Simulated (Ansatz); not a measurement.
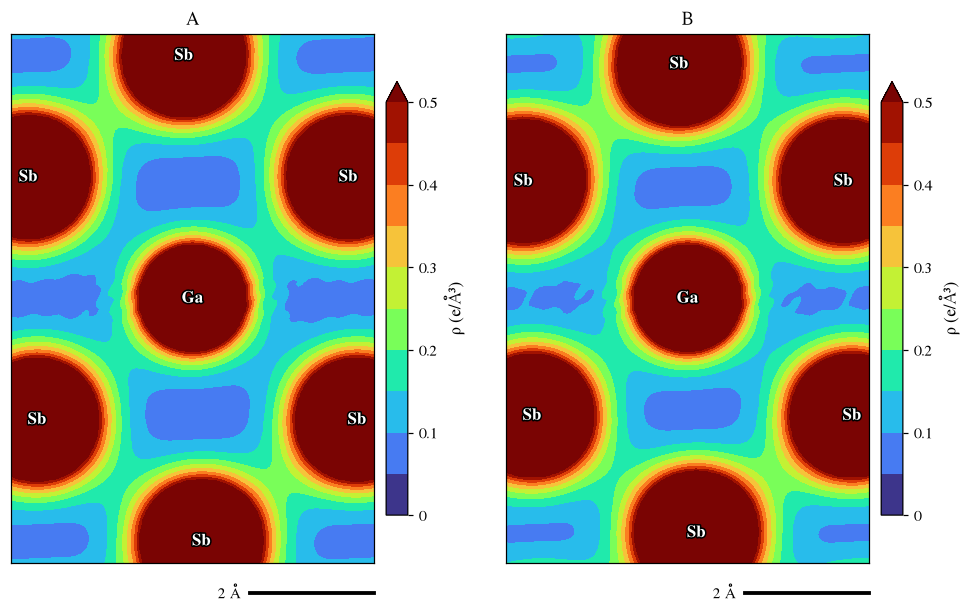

GaSb$_{3}$. The valence pseudo-density of two cells that differ in size and shape, on the (11̄0) plane of each (indices in the axes of the calculation cell), at one length scale and on one colour scale: A has 26.0 Å³ an atom and B 25.1.

Level of theory: DFT PBEsol, scalar-relativistic, plane waves, PAW in Ansatz 0.2.0.

In a PAW calculation such maps are meaningful between the atoms, not at the nuclei.

The larger cell:

```cif
data_structure
_symmetry_space_group_name_H-M 'P 1'
_symmetry_Int_Tables_number 1
_cell_length_a 5.3504
_cell_length_b 5.2122
_cell_length_c 5.1581
_cell_angle_alpha 62.118
_cell_angle_beta 62.920
_cell_angle_gamma 58.445
_cell_volume 104.03
loop_
_atom_site_label
_atom_site_type_symbol
_atom_site_fract_x
_atom_site_fract_y
_atom_site_fract_z
_atom_site_occupancy
Ga1 Ga 0.00000 0.00000 0.00000 1
Sb1 Sb 0.25000 0.25000 0.25000 1
Sb2 Sb 0.75000 0.75000 0.75000 1
Sb3 Sb 0.50000 0.50000 0.50000 1
```

The smaller cell: a = 5.254 Å, b = 5.115 Å, c = 5.158 Å, α = 61.51°, β = 62.35°, γ = 59.65°.

**What does the compression do to the bonding and the properties?**

From the larger cell to the smaller, Ga–Sb goes from 3.18 to 3.14 Å, and the density at its midpoint from 0.17 to 0.18 e/Å³; Sb–Sb goes from 3.18 to 3.14 Å, and the density at its midpoint from 0.21 to 0.23 e/Å³; the pressure goes from −3.2 to −1.7 GPa.

PAW datasets: the set soft_1.
